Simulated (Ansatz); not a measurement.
# Run report: Pt, geometry relaxation (part 1 of 3)

- system: Pt (defect cell, 26 atoms in the cell)
- method: DFT LDA, scalar-relativistic, plane waves, PAW, no spin polarisation (Ansatz 0.2.0)

The structure derives from a Materials Project entry. It belongs to a series of runs on one base structure; here: Pt vacancy (site a), charge +0, atoms relaxed at the host's cell. Figures and captions count atoms from 1; the log counts them from 0 in places.

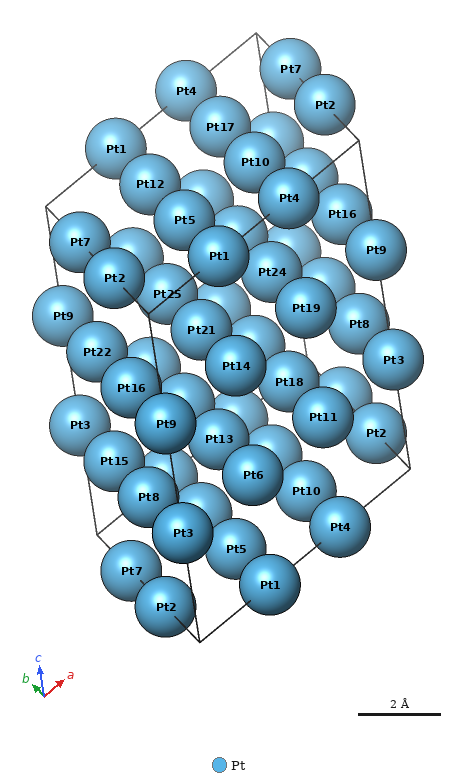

The structure as given in the input (spheres-only view of the cell of the calculation, seen slightly off an axis; atoms are numbered from 1 in the order of the input).

The input
```yaml
crystal:
  lattice:
    - [-5.8406277551, 5.8406277551, 0.0]
    - [-5.8406277551, 0.0, 5.8406277551]
    - [0.0, 5.8406277551, 5.8406277551]
  atoms:
    - { symbol: Pt, position: [0.3333333333, 0.0, 0.0] }
    - { symbol: Pt, position: [0.0, 0.3333333333, 0.0] }
    - { symbol: Pt, position: [0.0, 0.0, 0.3333333333] }
    - { symbol: Pt, position: [0.6666666667, 0.0, 0.0] }
    - { symbol: Pt, position: [0.3333333333, 0.3333333333, 0.0] }
    - { symbol: Pt, position: [0.3333333333, 0.0, 0.3333333333] }
    - { symbol: Pt, position: [0.0, 0.6666666667, 0.0] }
    - { symbol: Pt, position: [0.0, 0.3333333333, 0.3333333333] }
    - { symbol: Pt, position: [0.0, 0.0, 0.6666666667] }
    - { symbol: Pt, position: [0.6666666667, 0.3333333333, 0.0] }
    - { symbol: Pt, position: [0.6666666667, 0.0, 0.3333333333] }
    - { symbol: Pt, position: [0.3333333333, 0.6666666667, 0.0] }
    - { symbol: Pt, position: [0.3333333333, 0.3333333333, 0.3333333333] }
    - { symbol: Pt, position: [0.3333333333, 0.0, 0.6666666667] }
    - { symbol: Pt, position: [0.0, 0.6666666667, 0.3333333333] }
    - { symbol: Pt, position: [0.0, 0.3333333333, 0.6666666667] }
    - { symbol: Pt, position: [0.6666666667, 0.6666666667, 0.0] }
    - { symbol: Pt, position: [0.6666666667, 0.3333333333, 0.3333333333] }
    - { symbol: Pt, position: [0.6666666667, 0.0, 0.6666666667] }
    - { symbol: Pt, position: [0.3333333333, 0.6666666667, 0.3333333333] }
    - { symbol: Pt, position: [0.3333333333, 0.3333333333, 0.6666666667] }
    - { symbol: Pt, position: [0.0, 0.6666666667, 0.6666666667] }
    - { symbol: Pt, position: [0.6666666667, 0.6666666667, 0.3333333333] }
    - { symbol: Pt, position: [0.6666666667, 0.3333333333, 0.6666666667] }
    - { symbol: Pt, position: [0.3333333333, 0.6666666667, 0.6666666667] }
    - { symbol: Pt, position: [0.6666666667, 0.6666666667, 0.6666666667] }
basis:
  ecutwfc: 420
  xc_grid: 2
kpoints:
  mp_grid: { grid: [4, 4, 4], shift: [0.0, 0.0, 0.0] }
hamiltonian:
  xc: lda
scf:
  occupations: { method: gaussian, width: 0.1 }
output:
  forces: true
  stress: false
  eigenvalues: true
  write_density: true
  write_potential: true
  elf: true
  volumetric_format: npy
relax:
  adjacent_minimum: "off"
  f_tol: 0.025
  max_steps: 45
```

Hardware: 4 threads of AMD EPYC (Zen 3), 189 GiB of memory available, shared host.

Launched with:
```bash
ansatz run input.yaml --threads 4 --pin off --max-ram 8192MiB --backend cpu --events-out ev --progress --plain --runs-dir out
```

Output
```
Engine: ansatz 0.2.0, x86_64-unknown-linux-gnu
Pseudopotentials: kind: paw
Pseudopotential: Pt, paw, valence charge 18, recommended cutoff 420 eV (normal), Pt.paw.azcp
Functional definition: SPW92
  exchange = slater_x
  correlation = pw_c
Crystal: 26 atoms, lattice volume = 398.482 Å³
Basis set: ecut = 420 eV, 7799 PW (Γ), exchange–correlation on 120×120×120 points (8 copies of the dense FFT grid, shifted against one another)
Bands: 281, of which v1, the nominal top of the filled ones, is band 234 counted from 1 (233 counted from 0)
Symmetry: 48 space group operations
Space group: Fm-3m (ITA 225), of the structure as read, at distance tolerance 7.4e-5 Å
k-points: 8 of 64
Non-local potential: Pt, projectors of the file, l = 0: 3, l = 1: 2, l = 2: 2, l = 3: 1
PAW form: soft (Blöchl's): semilocal exchange-correlation on the pseudo side does not see the compensation charge
PAW frozen core: Pt, regenerated for the run's functional, and the local potential with it (the file was generated under x = pbe(κ = 0.804, μ = 0.2195149727645171), c = pbe(β = 0.06672455060314922))
PAW one-centre angular grid: Pt, 590 points (default); XC on 64 Gauss nodes
Initial density: superposition of atomic densities (neutral atoms: chi_scale 0, normalization atom), corrected by the library's trained network
Initial wavefunctions: pseudopotential atomic-orbital guess
Functional: x = slater, c = lda
SCF iter   1: F=—  HF=-318368.671710 eV  |F-HF|=—  |Δ(HF+E_count)|=         —  Δρ=7.00e-3  dr2=1.21e-1  ethr=1.77e-3  ⟨swp⟩=5.6  Hψ=7627  notcnv=0  defer=161
preconditioner: auto → LDOS  [metal: Δε(μ)=0.011 eV  Ē_g=8.580 eV  σ=0.100 eV  W_gap=0.06  n_scr=168 (ndim 8)  ℏωp=30.0 eV  f_vac=0.010  D(μ)=42.17/eV (n_scr^D=536)  β→1.0]
SCF iter   2: F=—  HF=-318368.674767 eV  |F-HF|=—  |Δ(HF+E_count)|=   3.06e-3  Δρ=4.18e-3  dr2=7.40e-2  ethr=2.59e-5  ⟨swp⟩=2.2  Hψ=4068  notcnv=0  defer=180
SCF iter   3: F=—  HF=-318368.651600 eV  |F-HF|=—  |Δ(HF+E_count)|=   2.32e-2  Δρ=9.45e-4  dr2=1.03e-2  ethr=1.58e-5  ⟨swp⟩=2.0  Hψ=3634  notcnv=0  defer=180
SCF iter   4: F=—  HF=-318368.651880 eV  |F-HF|=—  |Δ(HF+E_count)|=   2.80e-4  Δρ=5.33e-4  dr2=2.12e-3  ethr=2.21e-6  ⟨swp⟩=2.0  Hψ=3029  notcnv=0  defer=180
SCF iter   5: F=—  HF=-318368.651605 eV  |F-HF|=—  |Δ(HF+E_count)|=   2.75e-4  Δρ=2.57e-4  dr2=7.03e-4  ethr=4.54e-7  ⟨swp⟩=2.0  Hψ=3033  notcnv=0  defer=180
SCF iter   6: F=—  HF=-318368.651548 eV  |F-HF|=—  |Δ(HF+E_count)|=   5.67e-5  Δρ=7.24e-5  dr2=5.61e-5  ethr=1.50e-7  ⟨swp⟩=2.0  Hψ=2628  notcnv=0  defer=180
SCF iter   7: F=-318368.651541 eV  HF=-318368.651541 eV  |F-HF|=2.49e-7  |Δ(HF+E_count)|=   7.09e-6  Δρ=2.55e-5  dr2=1.13e-6  ethr=3.34e-9  ⟨swp⟩=16.2  Hψ=21451  notcnv=0
SCF 1 converged in 7 iterations: F = -318368.651541 eV  dr2 = 1.13e-6
  greatest PAW one-centre occupation: 1.000 electrons in one spin orbital (limit 2), on the Pt atom at site 24 (counted from 0), in its partial waves of l = 0
relax step   1: F+E_penalty+E_count = -318368.65154098 eV  Δ(F+E_penalty+E_count) = +0.000e0 eV  max|allowed force component| = 6.389e-1 eV/Å  Δτ_max = 0.0000 Å  (7 SCF iters, dr2 threshold 1.56e-5 eV, accepted)
Initial density: handed on by an earlier stage of this run
Initial wavefunctions: those handed on with the density
iter 1 solved again at ethr=8.84e-5 eV; its pass at ethr=3.10e-3 eV (dr2=4.14e-1 eV) is discarded
SCF iter   1: F=—  HF=-318368.865757 eV  |F-HF|=—  |Δ(HF+E_count)|=         —  Δρ=1.37e-2  dr2=4.11e-1  ethr=8.84e-5  ⟨swp⟩=1.2  Hψ=7494  notcnv=0  defer=220
preconditioner: auto → Kerker (q_TF=auto, 2.802 Å⁻¹)  [metal: Δε(μ)=0.032 eV  Ē_g=8.586 eV  σ=0.100 eV  W_gap=0.18  n_scr=168 (ndim 8)  ℏωp=30.0 eV  f_vac=0.006  D(μ)=42.96/eV (n_scr^D=560)]
SCF iter   2: F=—  HF=-318368.826734 eV  |F-HF|=—  |Δ(HF+E_count)|=   3.90e-2  Δρ=7.41e-3  dr2=1.19e-1  ethr=8.77e-5  ⟨swp⟩=1.0  Hψ=1991  notcnv=0  defer=220
SCF iter   3: F=—  HF=-318368.811301 eV  |F-HF|=—  |Δ(HF+E_count)|=   1.54e-2  Δρ=4.96e-4  dr2=1.10e-3  ethr=2.54e-5  ⟨swp⟩=2.0  Hψ=2714  notcnv=0  defer=220
SCF iter   4: F=—  HF=-318368.812809 eV  |F-HF|=—  |Δ(HF+E_count)|=   1.51e-3  Δρ=1.28e-4  dr2=1.43e-4  ethr=2.35e-7  ⟨swp⟩=2.1  Hψ=2957  notcnv=0  defer=220
iter 5 did not close the SCF: its close was put off for the readings that it lacked (scf_convergence_deferred on its scf_iter line)
SCF iter   5: F=-318368.812783 eV  HF=-318368.812791 eV  |F-HF|=7.57e-6  |Δ(HF+E_count)|=   1.79e-5  Δρ=2.90e-5  dr2=1.01e-5  ethr=3.07e-8  ⟨swp⟩=1.9  Hψ=2775  notcnv=0  defer=220
SCF iter   6: F=-318368.812789 eV  HF=-318368.812790 eV  |F-HF|=8.11e-7  |Δ(HF+E_count)|=   1.29e-6  Δρ=8.37e-6  dr2=1.16e-6  ethr=2.16e-9  ⟨swp⟩=13.6  Hψ=17195  notcnv=0
SCF 2 converged in 6 iterations: F = -318368.812789 eV  dr2 = 1.16e-6
  greatest PAW one-centre occupation: 1.000 electrons in one spin orbital (limit 2), on the Pt atom at site 8 (counted from 0), in its partial waves of l = 0
relax step   2: F+E_penalty+E_count = -318368.81278870 eV  Δ(F+E_penalty+E_count) = -1.612e-1 eV  max|allowed force component| = 4.249e-1 eV/Å  Δτ_max = 0.0998 Å  (6 SCF iters, dr2 threshold 2.55e-5 eV, accepted)
SCF iter   1: F=—  HF=-318368.992055 eV  |F-HF|=—  |Δ(HF+E_count)|=         —  Δρ=6.01e-3  dr2=9.15e-2  ethr=1.54e-4  ⟨swp⟩=4.1  Hψ=4600  notcnv=0  defer=254
preconditioner: auto → Kerker (q_TF=auto, 2.802 Å⁻¹)  [metal: Δε(μ)=0.003 eV  Ē_g=8.591 eV  σ=0.100 eV  W_gap=0.02  n_scr=168 (ndim 8)  ℏωp=30.0 eV  f_vac=0.008  D(μ)=43.25/eV (n_scr^D=560)]
SCF iter   2: F=—  HF=-318368.983621 eV  |F-HF|=—  |Δ(HF+E_count)|=   8.43e-3  Δρ=3.19e-3  dr2=2.81e-2  ethr=1.96e-5  ⟨swp⟩=1.0  Hψ=2592  notcnv=0  defer=254
SCF iter   3: F=—  HF=-318368.980338 eV  |F-HF|=—  |Δ(HF+E_count)|=   3.28e-3  Δρ=2.54e-4  dr2=4.19e-4  ethr=6.00e-6  ⟨swp⟩=2.2  Hψ=2799  notcnv=0  defer=254
SCF iter   4: F=—  HF=-318368.981708 eV  |F-HF|=—  |Δ(HF+E_count)|=   1.37e-3  Δρ=6.99e-5  dr2=6.96e-5  ethr=8.95e-8  ⟨swp⟩=2.0  Hψ=2838  notcnv=0  defer=254
iter 5 did not close the SCF: its close was put off for the readings that it lacked (scf_convergence_deferred on its scf_iter line)
SCF iter   5: F=-318368.981696 eV  HF=-318368.981700 eV  |F-HF|=4.59e-6  |Δ(HF+E_count)|=   8.01e-6  Δρ=2.40e-5  dr2=5.96e-6  ethr=1.49e-8  ⟨swp⟩=1.9  Hψ=2347  notcnv=0  defer=254
SCF iter   6: F=-318368.981699 eV  HF=-318368.981699 eV  |F-HF|=5.97e-7  |Δ(HF+E_count)|=   9.59e-7  Δρ=6.79e-6  dr2=8.17e-7  ethr=1.27e-9  ⟨swp⟩=13.2  Hψ=16879  notcnv=0
SCF 3 converged in 6 iterations: F = -318368.981699 eV  dr2 = 8.17e-7
relax step   3: F+E_penalty+E_count = -318368.98169885 eV  Δ(F+E_penalty+E_count) = -1.689e-1 eV  max|allowed force component| = 2.815e-2 eV/Å  Δτ_max = 0.0404 Å  (6 SCF iters, dr2 threshold 1.13e-5 eV, accepted)
SCF iter   1: F=—  HF=-318368.980236 eV  |F-HF|=—  |Δ(HF+E_count)|=         —  Δρ=1.28e-4  dr2=2.00e-5  ethr=1.17e-7  ⟨swp⟩=2.4  Hψ=3724  notcnv=0
preconditioner: auto → Kerker (q_TF=auto, 2.802 Å⁻¹)  [metal: Δε(μ)=0.007 eV  Ē_g=8.574 eV  σ=0.100 eV  W_gap=0.04  n_scr=168 (ndim 8)  ℏωp=30.0 eV  f_vac=0.008  D(μ)=43.29/eV (n_scr^D=560)]
SCF iter   2: F=—  HF=-318368.981823 eV  |F-HF|=—  |Δ(HF+E_count)|=   1.59e-3  Δρ=6.84e-5  dr2=6.45e-6  ethr=4.28e-9  ⟨swp⟩=1.6  Hψ=2599  notcnv=0
SCF iter   3: F=—  HF=-318368.981822 eV  |F-HF|=—  |Δ(HF+E_count)|=   1.22e-6  Δρ=4.08e-6  dr2=1.42e-7  ethr=1.38e-9  ⟨swp⟩=2.0  Hψ=2928  notcnv=0
iter 4 did not close the SCF: its close was put off for the readings that it lacked (scf_convergence_deferred on its scf_iter line)
SCF iter   4: F=-318368.981822 eV  HF=-318368.981822 eV  |F-HF|=1.90e-8  |Δ(HF+E_count)|=   2.30e-8  Δρ=1.41e-6  dr2=2.97e-8  ethr=3.03e-11  ⟨swp⟩=2.0  Hψ=3022  notcnv=0
iter 5 did not close the SCF: its close was put off for the readings that it lacked (scf_convergence_deferred on its scf_iter line)
SCF iter   5: F=-318368.981822 eV  HF=-318368.981822 eV  |F-HF|=2.56e-9  |Δ(HF+E_count)|=   4.37e-9  Δρ=5.83e-7  dr2=4.43e-9  ethr=6.35e-12  ⟨swp⟩=2.0  Hψ=2840  notcnv=0
SCF iter   6: F=-318368.981822 eV  HF=-318368.981822 eV  |F-HF|=3.49e-10  |Δ(HF+E_count)|=  6.98e-10  Δρ=2.22e-7  dr2=7.12e-10  ethr=1.00e-12  ⟨swp⟩=9.6  Hψ=12371  notcnv=0
SCF 4 converged in 6 iterations: F = -318368.981822 eV  dr2 = 7.12e-10
relax step   4: F+E_penalty+E_count = -318368.98182189 eV  Δ(F+E_penalty+E_count) = -1.230e-4 eV  max|allowed force component| = 1.070e-3 eV/Å  Δτ_max = 0.0014 Å  (6 SCF iters, accepted)
```

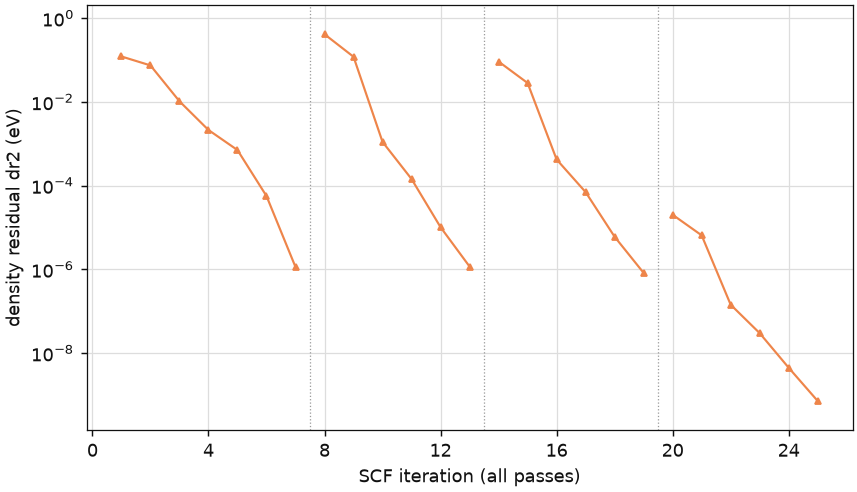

Convergence of the self-consistent field: density residual dr2 against the SCF iteration. The dotted lines part the SCF passes of the relaxation: geometry steps, rejected trials and re-solves on a re-selected basis. The passes take 7, 6, 6 and 6 iterations.

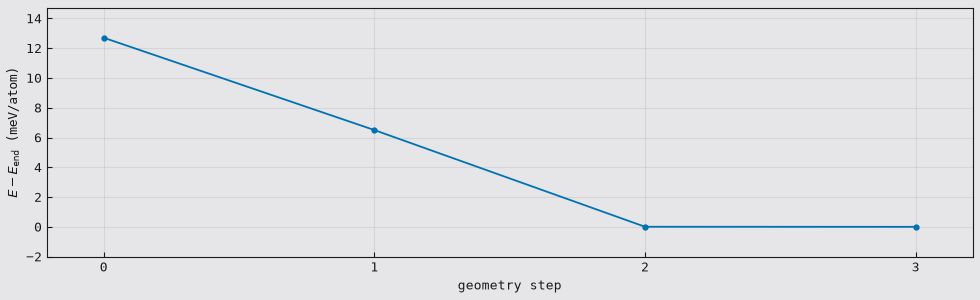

Progress of the relaxation, step by step (the first geometry is step 0 here and step 1 in the log).

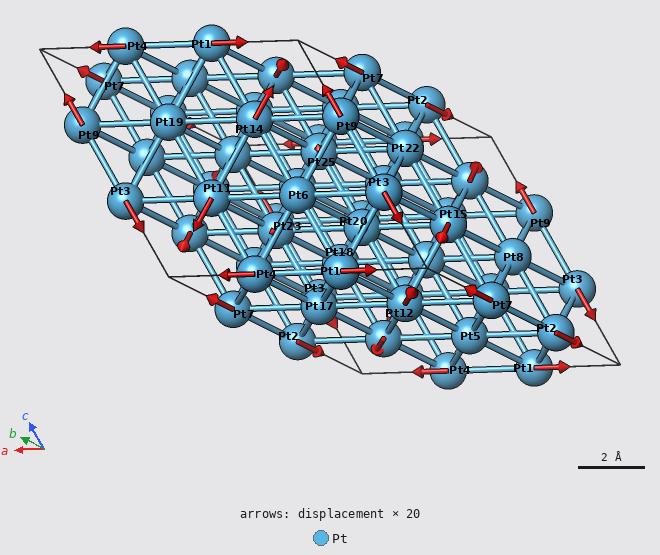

The starting structure with the displacements as red arrows, magnified 20 times (ball-and-stick view of the cell of the calculation, seen at an oblique angle). Over 3 geometry steps the energy falls by 12.7 meV per atom. Largest force component: 0.64 eV/Å at the start, 0.0011 eV/Å at the end. The largest moves, 0.059 Å, are those of 12 atoms (Pt1, Pt2, Pt3, Pt4 and others). The cell stays as it was. Distances before and after: Pt10–Pt12 2.753 → 2.872 Å, Pt10–Pt11 2.753 → 2.694 Å, Pt10–Pt13 2.753 → 2.783 Å, Pt18–Pt20 2.753 → 2.773 Å. (Atoms are counted from 1 in the order of the input.)
